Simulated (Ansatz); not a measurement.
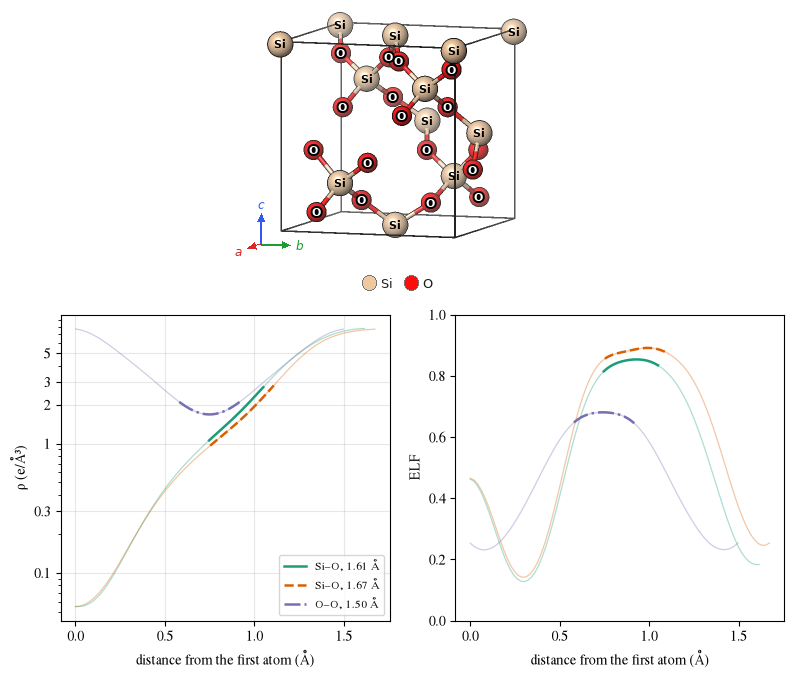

Figure. Si8O17 (cell with a defect). Valence pseudo-density and ELF along straight lines between neighbouring atoms. Thin, pale parts lie inside the atomic spheres. The structure is drawn too.

The calculation used DFT PBE, scalar-relativistic, plane waves, PAW (Ansatz 0.2.0).

The density is the valence pseudo-density of a PAW calculation; it isn't the true density close to the nuclei.

```
Si O
1.0
    -5.02630    5.02630    0.00000
    -5.02630   -5.02630    0.00000
     0.00000    0.00000    7.37174
Si O
8 17
Direct
  0.00648 0.49798 0.49912
  0.50797 0.48599 0.99917
  0.47716 0.95996 0.49679
  0.00402 0.99467 0.98605
  0.77827 0.26094 0.23948
  0.25809 0.23502 0.73704
  0.23949 0.73089 0.23876
  0.75062 0.74087 0.75145
  0.58708 0.31972 0.13249
  0.08194 0.32637 0.62571
  0.07332 0.82016 0.11363
  0.56515 0.80759 0.63781
  0.76287 0.10354 0.40760
  0.17902 0.06000 0.85784
  0.17738 0.55422 0.36402
  0.68485 0.56895 0.88346
  0.83983 0.44094 0.35903
  0.34960 0.39671 0.86545
  0.29283 0.89033 0.38792
  0.82655 0.92021 0.86699
  0.93589 0.18039 0.09923
  0.42058 0.15392 0.60058
  0.41341 0.65856 0.11324
  0.92384 0.66787 0.62388
  0.62461 0.97305 0.32050
```

Compare the contacts.

Si–O (1.61 Å): ρ at the midpoint is about 1.3 e/Å³; the ELF peaks at about 0.85 between the atoms (a short, strongly polar bond).
Si–O (1.67 Å): ρ at the midpoint is about 1.2 e/Å³; the ELF peaks at about 0.90 between the atoms: a shared but strongly polarised pair.
O–O (1.50 Å): the density is about 1.7 e/Å³ at the midpoint; the ELF peaks at about 0.70 between the atoms.
